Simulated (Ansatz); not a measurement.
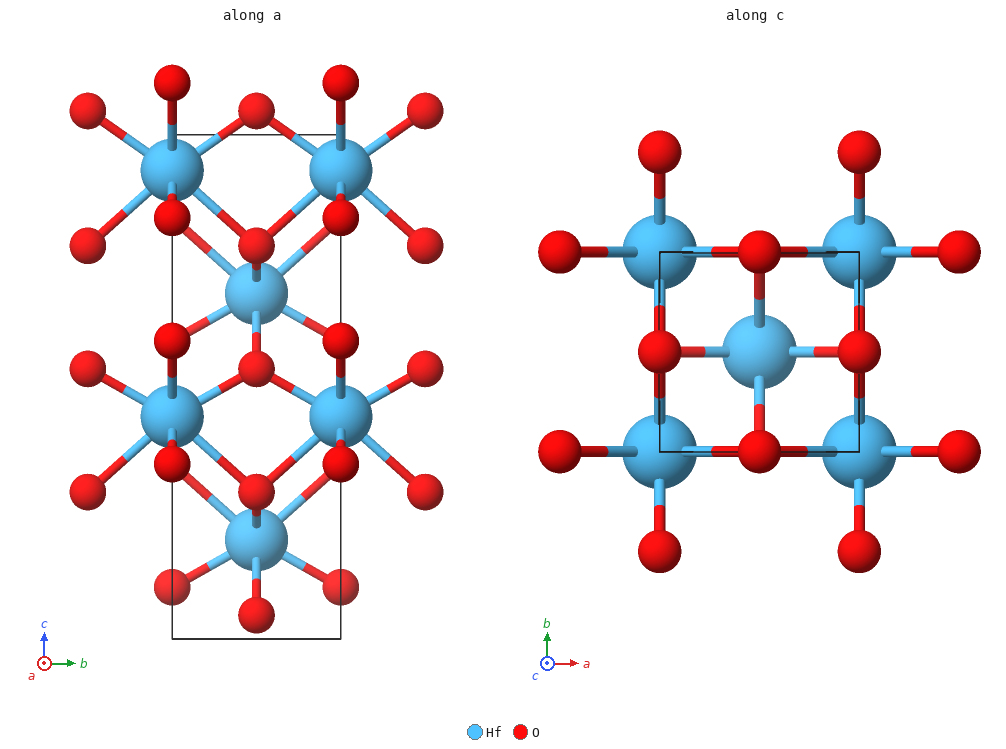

Structure drawing (ball-and-stick), viewed along the a axis and along the c axis. The edges of the conventional unit cell are marked. Some neighbours outside the box are added.

HfO$_{2}$, space group Pmm2 (No. 25), a = 3.60 Å, b = 3.60 Å, c = 10.78 Å, α = 90.00°, β = 90.00°, γ = 90.00°.

Electronic-structure method: DFT PBE, scalar-relativistic, plane waves, PAW (Ansatz 0.2.0). Parameters: a cutoff energy of 420 eV, k-points about 0.29 Å⁻¹ apart, Gaussian smearing of 0.05 eV, no spin polarisation.

**How large a gap does the method give, if there is one?**

An insulator at this level, with a gap of 3.55 eV on the k-mesh (the true edges may lie between mesh points, so the gap can be somewhat smaller).

**Give the pressure and its sign.**

The computed pressure is -4.2 GPa (stretched: it would shrink). The stress isn't hydrostatic: its largest component is 9.0 GPa.

It derives from a structure listed in the Materials Project. The cell was then strained or its atoms displaced on purpose. A calculation with Ansatz used it as input.

At this level of theory the cell isn't at rest (stretched, at -4 GPa and forces up to 3.0 eV/Å), so its distances can differ from those at equilibrium, the more so the softer the solid.
